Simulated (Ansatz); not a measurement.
HfN. A set of calculations on one system.

Space group P6_3/mmc; the calculation finds a residual pressure of about 6 GPa at this fixed cell. The cell comes from a database of computed structures, not from a measurement.

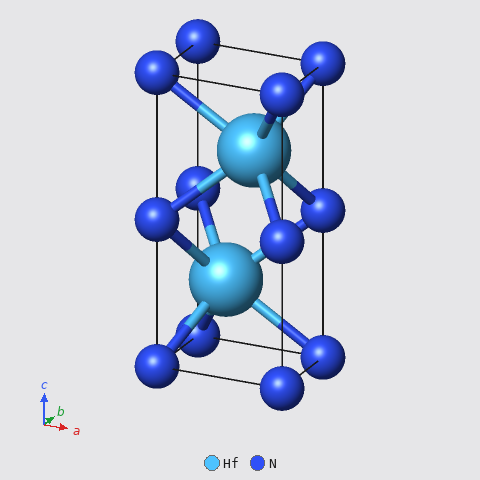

The conventional cell.

The calculation's input:

```
crystal:
  lattice:
    - [3.1339080219, 0.0, 0.0]
    - [-1.566954011, 2.7140439601, 0.0]
    - [0.0, 0.0, 5.41676772]
  atoms:
    - { symbol: Hf, position: [0.66666667, 0.33333333, 0.75] }
    - { symbol: Hf, position: [0.33333333, 0.66666667, 0.25] }
    - { symbol: "N", position: [0.0, 0.0, 0.0] }
    - { symbol: "N", position: [0.0, 0.0, 0.5] }
basis:
  ecutwfc: 500
  fft_grid_basis: typed
kpoints:
  mp_grid: { grid: [12, 12, 6] }
hamiltonian:
  xc: pbe
scf:
  occupations: { method: gaussian, width: 0.05 }
output:
  forces: true
  stress: true
  eigenvalues: true
  bader: true
  write_density: true
  volumetric_format: npy
  elf: true
```

Run with:

```sh
ansatz run input.yaml --threads 2 --pin off --max-ram 4096MiB --backend cpu --events-out ev --progress --plain --runs-dir out
```

The picture shows the conventional cell (a = 3.13 Å, b = 3.13 Å, c = 5.42 Å, α = 90.00°, β = 90.00°, γ = 120.00°).

Computed with DFT PBE, scalar-relativistic, plane waves, PAW (Ansatz 0.2.0).

Core electrons are frozen (PAW), so the maps are meaningful between the atoms, not at the nuclei.

## 1. Bonding charge

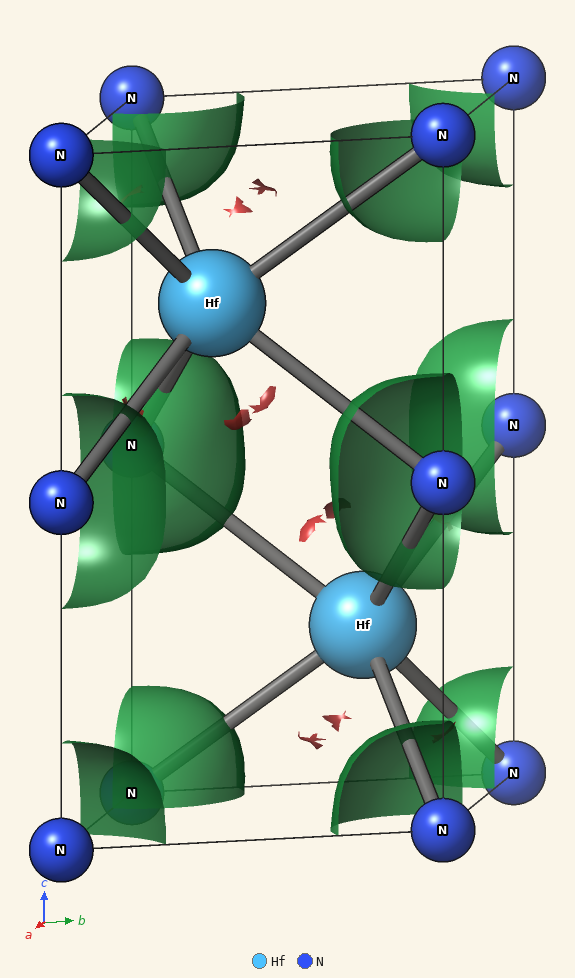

Density of the crystal less the sum of free-atom densities: green surfaces at +0.08 and red ones at −0.08 e/Å³, in the conventional cell seen slightly off an axis (the regions close to the nuclei are left out). Cores are masked to 1.0 Å (Hf) and 0.6 Å (N).

Question: Describe the bonding charge.

Answer: Hf–N (2.26 Å): Δρ is +0.019 e/Å³ at the midpoint (close to a masked core, so read it with care).
Hf–Hf (3.13 Å): Δρ is −0.02 e/Å³ at the midpoint.
Over the whole cell, outside the masked cores, the largest gain lies at the edge of the masked core of N, and the largest loss lies at the edge of the masked core of Hf.
In all about 0.24 e an atom is rearranged against the free atoms.
Bader charges: Hf +1.85 and N −1.85 e.

## 2. One group of states

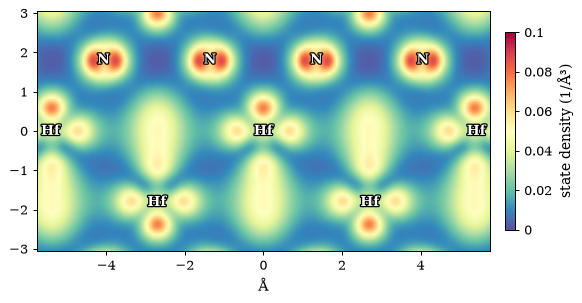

Density of the Kohn–Sham states from −0.25 to +0.25 eV about the Fermi level (the states at the Fermi level), scaled to one electron a cell: a map on the (110) plane of the conventional cell.

Question: What is the character of these states?

Answer: Projected on a minimal set of atomic orbitals (Löwdin), they are Hf 5d (80 %) and N 2p (20 %).
In space (atomic cells sized by Bader volumes) the density divides as Hf about 65 % and N about 35 %.

## 3. Moving an atom

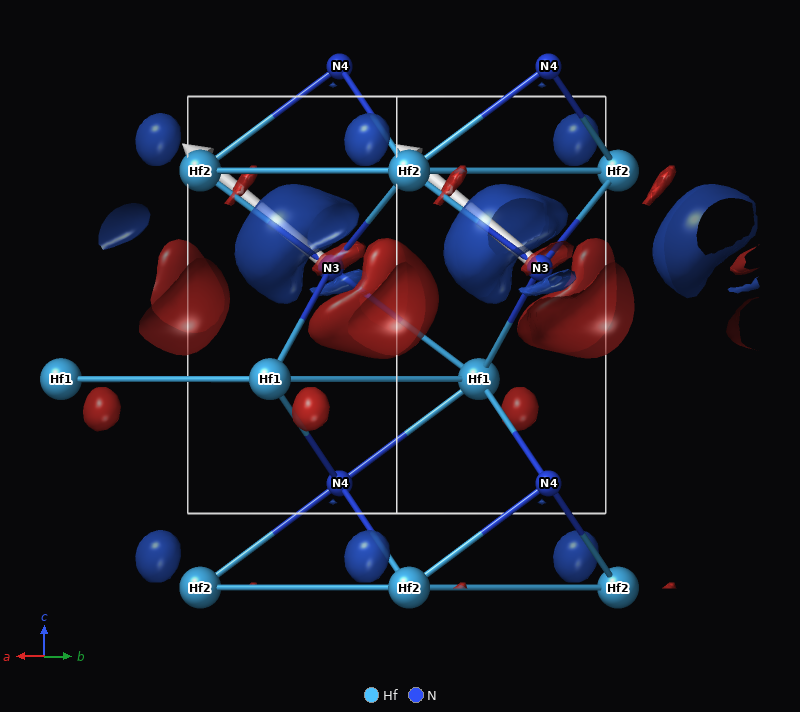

*N3 was moved by 0.15 Å roughly along [0 −2 1] in the axes of the cell drawn (arrow, not to scale). Change of the density less the rigid motion of the neutral atom's own density: blue surfaces at +0.02 and red ones at −0.02 e/Å³, in the cell of the calculation (origin moved) seen along [110].*

Question: Describe the electronic response.

Answer: About 0.17 e is rearranged in the cell. Outside the cores the largest gain, 0.08 e/Å³, lies 0.8 Å from a nitrogen nucleus and 1.3 Å from a hafnium one, and the largest loss, 0.06 e/Å³, lies 1.0 Å from a nitrogen nucleus and 1.5 Å from a hafnium one.

Question: How much does the computed force on the atom change?

Answer: The force on it changes by 2.07 eV/Å along the move, against it: a stiffness of about 14 eV/Å² for this sublattice shift.

## 4. Change of volume

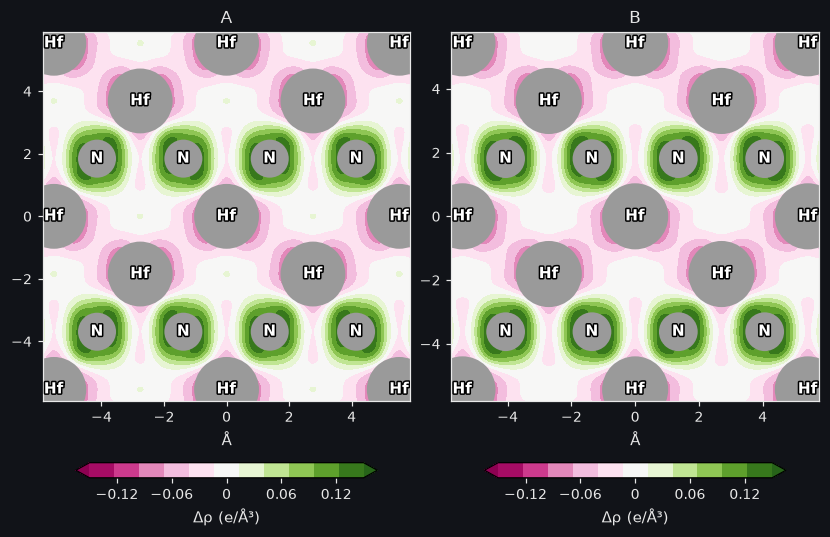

HfN: deformation density on the (110) plane of the conventional cell at two volumes, with the same fractional coordinates and one colour scale. Grey discs cover the cores. Panel A has 106 % of the volume of panel B.

Question: How do bonds, bonding charge and pressure respond to this change of volume?

Answer: The pressure is 6.1 GPa in B and −8.6 GPa in A.
Bader charges in B: Hf +1.85 and N −1.85 e; in A: Hf +1.86 and N −1.86 e.
The rearranged charge is 0.24 e an atom in B and 0.25 e in A.

## 5. Putting it together

Charge passes from Hf (Pauling electronegativity 1.30) to N (3.04), the direction that the scale predicts; the Bader charges fall short of whole formal charges, as they usually do. The two pressures give a mean stiffness −ΔP/Δln V of about 252 GPa over this range, with the atoms held at their fractional positions.
